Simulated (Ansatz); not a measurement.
**Run report: BN, band-structure calculation**

- system: BN (P6₃/mmc, 4 atoms in the cell)
- method: DFT PBE, scalar-relativistic, plane waves, PAW, no spin polarisation (Ansatz 0.2.0)

The structure derives from an entry of the Crystallography Open Database.

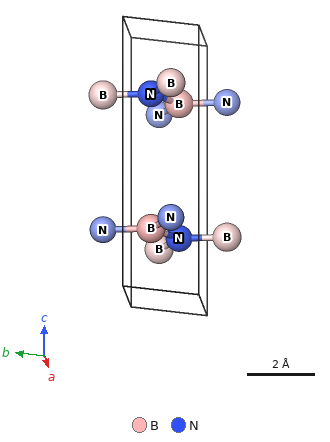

*The structure (ball-and-stick view of the cell of the calculation, seen at an oblique angle; neighbours outside the cell are drawn fainter). An atom can appear more than once, as a periodic image.*

Near neighbours in the periodic cell (some may lie outside the picture): B has 3 N at 1.45 Å; N has 3 B at 1.45 Å.

## Input
```yaml
crystal:
  lattice:
    - [2.5121791775, 0.0, 0.0]
    - [-1.2560895888, 2.1756109865, 0.0]
    - [0.0, 0.0, 8.3870107525]
  atoms:
    - { symbol: B, position: [0.3333333333, 0.6666666667, 0.25] }
    - { symbol: B, position: [0.6666666667, 0.3333333333, 0.75] }
    - { symbol: "N", position: [0.3333333333, 0.6666666667, 0.75] }
    - { symbol: "N", position: [0.6666666667, 0.3333333333, 0.25] }
basis:
  ecutwfc: 420
  ecutrho_ratio: 4
kpoints:
  mp_grid: { grid: [16, 16, 4] }
  band_path:
    path:
      - [[0.0, 0.0, 0.0], [0.5, 0.0, 0.0], [0.33333333, 0.33333333, 0.0], [0.0, 0.0, 0.0], [0.0, 0.0, 0.5], [0.5, 0.0, 0.5], [0.33333333, 0.33333333, 0.5], [0.0, 0.0, 0.5]]
      - [[0.5, 0.0, 0.5], [0.5, 0.0, 0.0]]
      - [[0.33333333, 0.33333333, 0.5], [0.33333333, 0.33333333, 0.0]]
    npoints: 14
hamiltonian:
  xc: pbe
scf:
  occupations: { method: gaussian, width: 0.05 }
  n_extra_bands: 11
output:
  forces: true
  stress: true
  eigenvalues: true
  populations: true
  dos: { projected: true, de: 0.02, nscf_kmesh: { grid: [24, 24, 6] } }
  bader: true
  write_density: true
  write_potential: true
  elf: true
  volumetric_format: npy
```

Launched with:
```bash
ansatz run input.yaml --threads 4 --pin off --max-ram 7168MiB --backend cpu --events-out ev --progress --plain --runs-dir out
```

## Log
```
scf.n_extra_bands = 11 over 8 filled bands (N_el = 16.0): the run solves 19 bands
Engine: ansatz 0.2.0, aarch64-unknown-linux-gnu
Pseudopotentials: kind: paw
Pseudopotential: B, paw, valence charge 3, recommended cutoff 420 eV (normal), B.paw.azcp
Pseudopotential: N, paw, valence charge 5, recommended cutoff 420 eV (normal), N.paw.azcp
Functional definition: PBE
  parameter kappa = 0.804
  parameter beta = 0.06672455060314922
  exchange = pbe_x(kappa = kappa, mu = beta*pi^2/3)
  correlation = pbe_c(beta = beta)
Crystal: 4 atoms, lattice volume = 45.839 Å³
Basis set: ecut = 420 eV, 887 PW (Γ), exchange–correlation on 36×36×120 points (8 copies of the dense FFT grid, shifted against one another)
Bands: 19, of which v1, the nominal top of the filled ones, is band 8 counted from 1 (7 counted from 0)
Symmetry: 24 space group operations
Space group: P63/mmc (ITA 194), of the structure as read, at distance tolerance 3.6e-5 Å
k-points: 90 of 1024
Non-local potential: B, projectors of the file, l = 0: 2, l = 1: 2, l = 2: 1
Non-local potential: N, projectors of the file, l = 0: 2, l = 1: 2, l = 2: 1
PAW form: soft (Blöchl's): semilocal exchange-correlation on the pseudo side does not see the compensation charge
PAW one-centre angular grid: B, 110 points (default); XC on 64 Gauss nodes
PAW one-centre angular grid: N, 110 points (default); XC on 64 Gauss nodes
Initial density: superposition of atomic densities (neutral atoms: chi_scale 0, normalization atom), corrected by the library's trained network
Initial wavefunctions: pseudopotential atomic-orbital guess
Functional: x = pbe(κ = 0.804, μ = 0.2195149727645171), c = pbe(β = 0.06672455060314922)
SCF iter   1: F=—  HF=-1084.859498 eV  |F-HF|=—  |Δ(HF+E_count)|=         —  Δρ=3.92e-3  dr2=2.44e-3  ethr=1.77e-3  ⟨swp⟩=6.7  Hψ=8732  notcnv=0  defer=130
preconditioner: auto → none  [insulator: Δε(μ)=4.383 eV  Ē_g=19.624 eV  σ=0.050 eV  W_gap=1.00  n_scr=6 (ndim 8)  ℏωp=21.9 eV  f_vac=0.237  D(μ)=0.00/eV (n_scr^D=0)  ε∞_Penn≈2.2]
SCF iter   2: F=—  HF=-1084.860589 eV  |F-HF|=—  |Δ(HF+E_count)|=   1.09e-3  Δρ=1.64e-3  dr2=3.69e-4  ethr=1.53e-5  ⟨swp⟩=2.9  Hψ=3391  notcnv=0  defer=259
SCF iter   3: F=—  HF=-1084.860952 eV  |F-HF|=—  |Δ(HF+E_count)|=   3.63e-4  Δρ=7.84e-4  dr2=6.56e-5  ethr=2.31e-6  ⟨swp⟩=2.2  Hψ=1938  notcnv=0  defer=259
SCF iter   4: F=—  HF=-1084.861110 eV  |F-HF|=—  |Δ(HF+E_count)|=   1.58e-4  Δρ=6.92e-5  dr2=7.91e-7  ethr=4.10e-7  ⟨swp⟩=2.6  Hψ=2011  notcnv=0  defer=259
iter 5 did not close the SCF: its close was put off for the readings that it lacked (scf_convergence_deferred on its scf_iter line)
SCF iter   5: F=-1084.861113 eV  HF=-1084.861113 eV  |F-HF|=4.96e-8  |Δ(HF+E_count)|=   3.17e-6  Δρ=7.37e-6  dr2=1.36e-8  ethr=4.94e-9  ⟨swp⟩=2.1  Hψ=1969  notcnv=0  defer=259
SCF iter   6: F=-1084.861113 eV  HF=-1084.861113 eV  |F-HF|=1.54e-10  |Δ(HF+E_count)|=   5.54e-8  Δρ=1.02e-6  dr2=4.27e-10  ethr=8.48e-11  ⟨swp⟩=10.2  Hψ=10438  notcnv=0
SCF 1 converged in 6 iterations: F = -1084.861113 eV  dr2 = 4.27e-10
  greatest PAW one-centre occupation: 0.796 electrons in one spin orbital (limit 2), on the N atom at site 3 (counted from 0), in its partial waves of l = 0
```

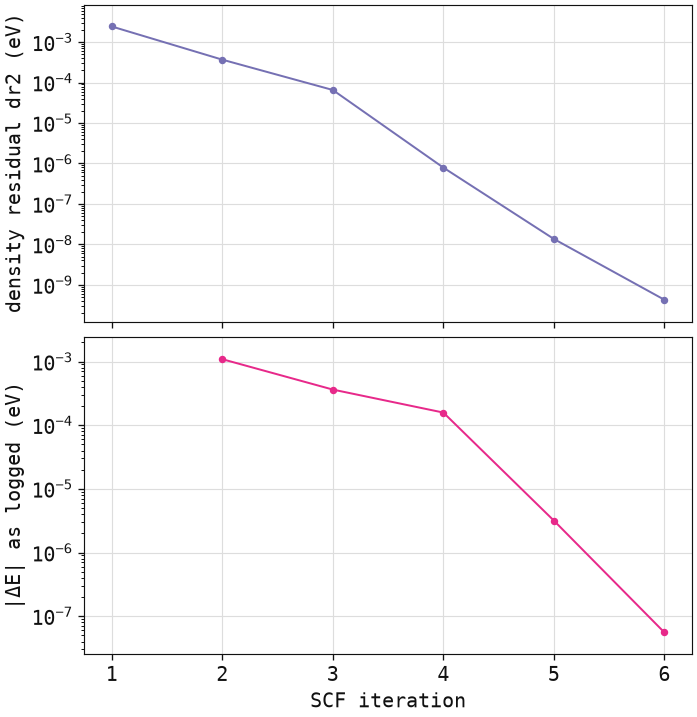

*Convergence of the self-consistent field: density residual dr2 and size of the energy change against the SCF iteration.*

The residual falls at every step.

```
NSCF: frozen V_eff on 129 k-points
NSCF: frozen V_eff on 244 k-points
SCF converged after 6 iterations
Free energy (F): -1084.861113 eV
Harris-Foulkes:  -1084.861113 eV  (|F-HF|=1.54e-10)
Internal energy: -1084.861113 eV  (E = F + TS)
E sigma→0 (E₀):  -1084.861113 eV
Fermi energy:    4.691789 eV
--- Per-component energies (eV) ---
  E_band       = -73.550353
  E_kinetic    = 365.511448
  E_local      = -964.104073  (includes V_loc(G=0)·N_el)
  E_nonlocal   = 115.411567
  E_hartree    = 341.699988
  E_xc         = -184.007018
  E_vxc        = -228.223715  (∫ρ·V_xc dr)
  E_paw        = -413.512074  (= ΣΔE_a)
  E_vpaw       = -45.546396  (= ΣTr[D̂ρ^β])
  E_aug_tail   = 0.000196  (compensation charges beyond the density's cutoff)
  E_ewald      = -345.861148
  E_smearing   = -0.000000  (= −TS)
  E_closure    = -0.000000  (closes the sum)
  Σ components = -1084.861113   (vs F -1084.861113, Δ=0.00e0)
--- Forces (eV/Å), atoms counted from 1 ---
  atom   1  B      0.00000000     0.00000000     0.00000000
  atom   2  B      0.00000000    -0.00000000     0.00000000
  atom   3  N      0.00000000     0.00000000     0.00000000
  atom   4  N     -0.00000000    -0.00000000     0.00000000
  max |Σ_I F_I| component: 1.67e-16 eV/Å
--- Stress (GPa, compression-positive) ---
       -0.007744      -0.000000       0.000000
       -0.000000      -0.007744       0.000000
        0.000000       0.000000       0.032603
  P = ⅓ Tr σ = 0.0057 GPa (0.057 kbar)
--- Band table (eV; the first three rows and the last of 90) ---
  k-point 0: bands = ["-15.1140", "-15.0754", "-2.9674", "-2.3844", "1.1648", "1.1648", "1.1662", "1.1662", "6.9010", "10.2277", "12.5172", "14.0452", "14.0452", "14.0593", "14.0593", "14.8382", "16.0697", "16.6462", "18.8043"]
  k-point 1: bands = ["-15.1085", "-15.0811", "-2.8894", "-2.4782", "1.1647", "1.1647", "1.1657", "1.1657", "7.2424", "9.4138", "13.2047", "14.0471", "14.0471", "14.0572", "14.0572", "14.6515", "16.1488", "16.5381", "19.3046"]
  k-point 2: bands = ["-15.0949", "-15.0949", "-2.6914", "-2.6914", "1.1650", "1.1650", "1.1650", "1.1650", "8.1698", "8.1698", "14.0522", "14.0522", "14.0522", "14.0522", "14.1009", "14.1009", "16.3314", "16.3314", "20.6289"]
  k-point 89: bands = ["-11.5086", "-11.5086", "-5.4021", "-5.4021", "-4.4833", "-4.4833", "2.4426", "2.4426", "7.2256", "7.2256", "14.6804", "14.6804", "15.7834", "15.7834", "18.2204", "18.2204", "18.7361", "18.7361", "20.5854"]
--- Löwdin populations: 4 sites ---
  site symbol       q [e]
     0      B      2.5875
     1      B      2.5875
     2      N      5.3460
     3      N      5.3460
  spilling = 0.008310 (of n_electrons = 16.000000)
--- Bader charges: 4 sites ---
  site symbol  charge [e]  shift [e]
     0      B      2.2154     0.0005
     1      B      2.2154     0.0005
     2      N     -2.2154     0.0005
     3      N     -2.2154     0.0005
  estimated error of the sums over rays = 3.0e-4 e
```

## File bader_charges.tsv
```
# site	symbol	x_ang	y_ang	z_ang	partial_charge_e	electrons	volume_ang3	relative_density_drop	shared_charge_e	partial_wave_shift_e
# quadrature_error_electrons = 3.0e-4
0	B	0.0000	1.4504	2.0968	2.21541	2.78459	2.57	-	2.21541	0.00048
1	B	1.2561	0.7252	6.2903	2.21541	2.78459	2.57	-	2.21541	0.00048
2	N	0.0000	1.4504	6.2903	-2.21541	9.21541	19.54	-	-2.21541	0.00048
3	N	1.2561	0.7252	2.0968	-2.21541	9.21541	19.54	-	-2.21541	0.00048
```

## File populations.tsv
```
# site	symbol	l	j	q
# orbitals = lowdin
# n_electrons = 16.000000
# spilling = 0.008310
0	B	0_2S	-	0.626724
0	B	1_2P	-	1.960750
1	B	0_2S	-	0.626724
1	B	1_2P	-	1.960750
2	N	0_2S	-	1.158737
2	N	1_2P	-	4.187305
3	N	0_2S	-	1.158737
3	N	1_2P	-	4.187305
```

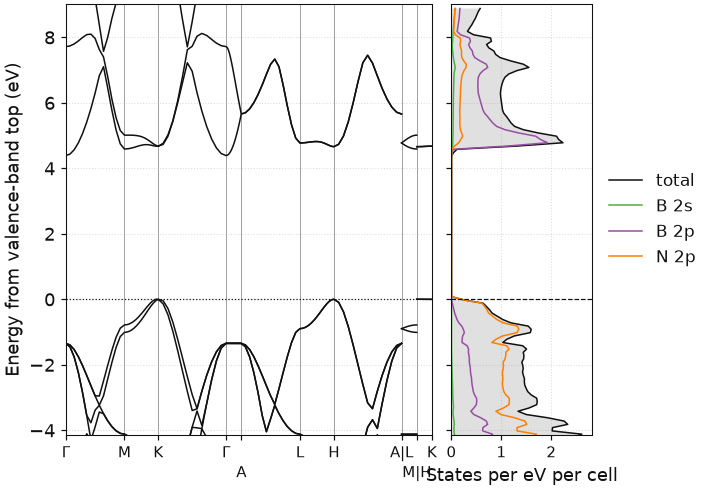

*Band structure along Γ–M–K–Γ–A–L–H–A|L–M|H–K and density of states (projected on Löwdin-orthogonalised atomic shells), with energies from the valence-band top.*

There is a gap of 4.39 eV on this path, indirect, from H to Γ.

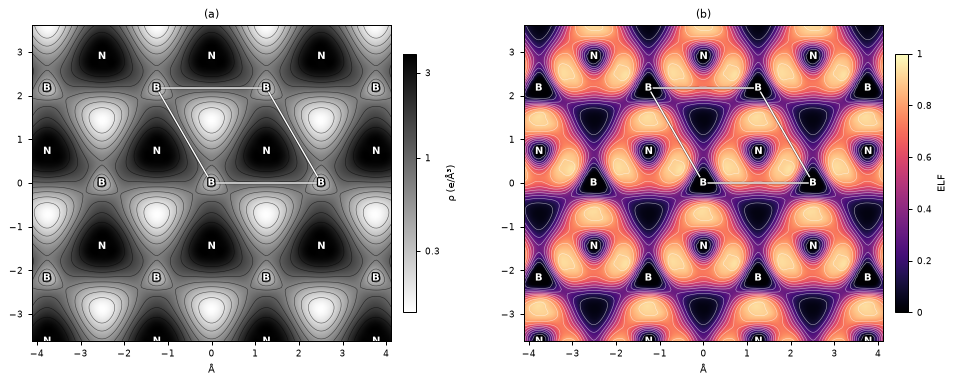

*(a) valence pseudo-density; (b) electron localisation function on the (001) plane of the conventional cell.*

Away from the nuclei the density in this plane falls to 0.14 e/Å³ at its lowest. The fields are those of the smooth PAW valence density.

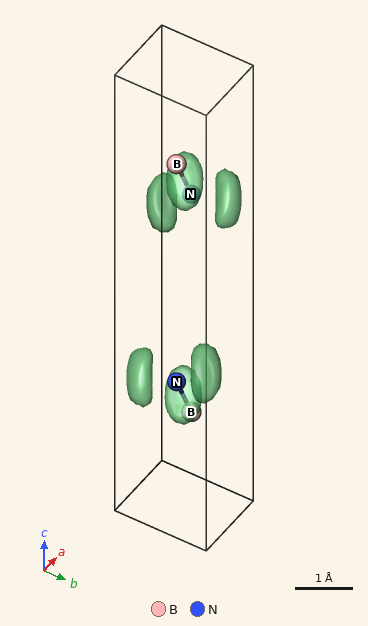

*Isosurface of the electron localisation function at 0.85 (green), seen at an oblique angle. Only the valence region is drawn (cores and ρ < 0.01 e/Å³ removed). Sticks mark near contacts. The outline is the cell set on symmetry axes.*

Values along the shortest contacts: B–N (1.45 Å): the ELF peaks at about 0.95 between the atoms (a polar covalent bond).

## Key numbers

```json
{"quantity": "outcome", "value": "converged"}
{"quantity": "space group (tolerance 0.01 Å)", "value": "P6₃/mmc (194)"}
{"quantity": "electrons treated", "value": "16"}
{"quantity": "free energy", "value": "−1084.8611 eV"}
{"quantity": "Fermi energy", "value": "4.692 eV"}
{"quantity": "gap on the k-point mesh", "value": "4.42 eV"}
{"quantity": "gap on the band path", "value": "4.39 eV"}
{"quantity": "pressure", "value": "0.01 GPa"}
{"quantity": "largest force (length of the vector)", "value": "under 0.001 eV/Å"}
{"quantity": "hardware", "value": "4 threads of Arm Neoverse V2, 24 GiB of memory available, shared host"}
{"quantity": "wall time", "value": "12 s (CPU time 46 s)"}
{"quantity": "peak memory", "value": "0.37 GiB"}
```
